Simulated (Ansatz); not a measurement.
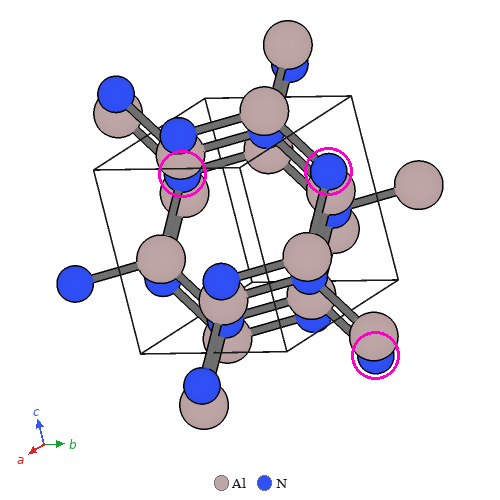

The system is AlN (P6_3/mmc phase) with one N vacancy (11 atoms in the cell, cell charge +3); the picture shows the reference structure. An atom moved over a plane that holds its own site and a neighbouring vacancy (x along [2 1 0], y along [0 1 0], z along [0 0 1] of the conventional cell). First axis: path of N10 from its site (0) to the vacancy (1), 2.836 Å. Second axis: shift of N10 across the path, along a normal. Nothing is relaxed (all other atoms held at the sites of the perfect crystal). The grid has 11 × 9 points; 37 points were computed and 36 follow by symmetry. At 26 points there is no value (left out of the scan, as a rule where atoms come close). Points are written as (first, second). All energies are given in eV per cell relative to the lowest grid point. The cell is charged on a uniform background, without a charge correction. The calculation used DFT PBE, scalar-relativistic, plane waves, PAW (Ansatz). Settings: cutoff 420 eV, k-mesh 6×6×6, gaussian smearing 0.05 eV, no spin polarisation.

Range: path of N10 from its site (0) to the vacancy (1), 2.836 Å from −0.125 to 1.125; shift of N10 across the path, along a normal from −0.700 to 0.700 Å.

### Predict the map.

The lowest grid point is at (0.000, 0.000 Å) [nearest 3 Al at 1.91 Å]; the map holds 2 wells of about this depth. No other kind of well shows on this grid. The highest grid point, (0.250, −0.525 Å) [nearest 1 Al at 1.22 Å], lies 12.9 eV above the lowest. On the interpolated surface the easiest way out of the lowest well to a well of about the same depth near (1.000, 0.000 Å) [nearest 3 Al at 1.91 Å] passes a barrier of about 8.5 eV.

| second ↓, first → | −0.125 | 0.000 | 0.125 | 0.250 | 0.375 | 0.500 | 0.625 | 0.750 | 0.875 | 1.000 | 1.125 |
| --- | --- | --- | --- | --- | --- | --- | --- | --- | --- | --- | --- |
| 0.700 | 6.6 | 4.8 | – | – | – | – | – | – | 6.7 | 3.1 | 3.3 |
| 0.525 | 3.8 | 2.6 | 8.7 | – | – | – | – | 12.9 | 3.9 | 1.9 | 2.5 |
| 0.350 | 1.9 | 1.1 | 4.2 | 12.6 | – | – | – | 6.6 | 1.9 | 1.0 | 1.7 |
| 0.175 | 0.9 | 0.2 | 1.7 | 5.8 | 10.9 | 12.3 | 8.4 | 3.6 | 0.8 | 0.3 | 1.0 |
| 0.000 | 0.7 | 0.0 | 0.7 | 3.2 | 6.7 | 8.5 | 6.7 | 3.2 | 0.7 | 0.0 | 0.7 |
| −0.175 | 1.0 | 0.3 | 0.8 | 3.6 | 8.4 | 12.3 | 10.9 | 5.8 | 1.7 | 0.2 | 0.9 |
| −0.350 | 1.7 | 1.0 | 1.9 | 6.6 | – | – | – | 12.6 | 4.2 | 1.1 | 1.9 |
| −0.525 | 2.5 | 1.9 | 3.9 | 12.9 | – | – | – | – | 8.7 | 2.6 | 3.8 |
| −0.700 | 3.3 | 3.1 | 6.7 | – | – | – | – | – | – | 4.8 | 6.6 |

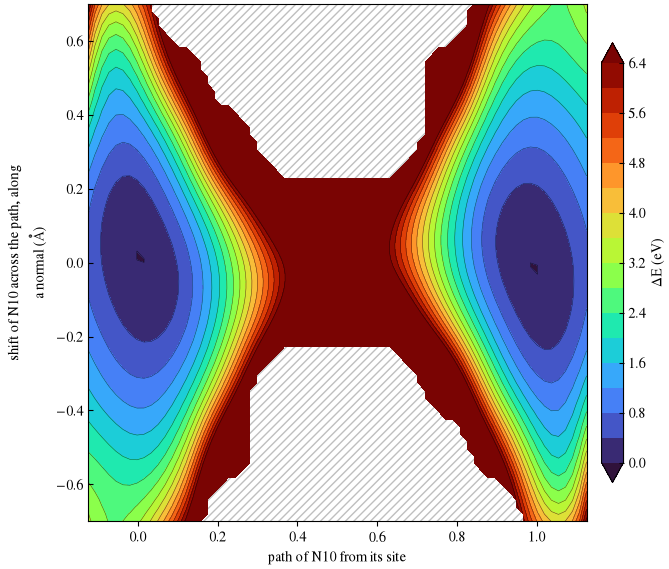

In the figure: filled contours, one colour for all values above the top of the scale, hatched blanks where no value was computed. Between grid points the surface is interpolated.

Each point was launched as `ansatz run input.yaml --threads 4 --pin off --max-ram 8192MiB --backend cpu --events-out ev --progress --plain --runs-dir out`. The whole map (37 points run) took 10 min on 4 threads of Arm Neoverse V1 (shared host).

PAW datasets: the set soft_1.
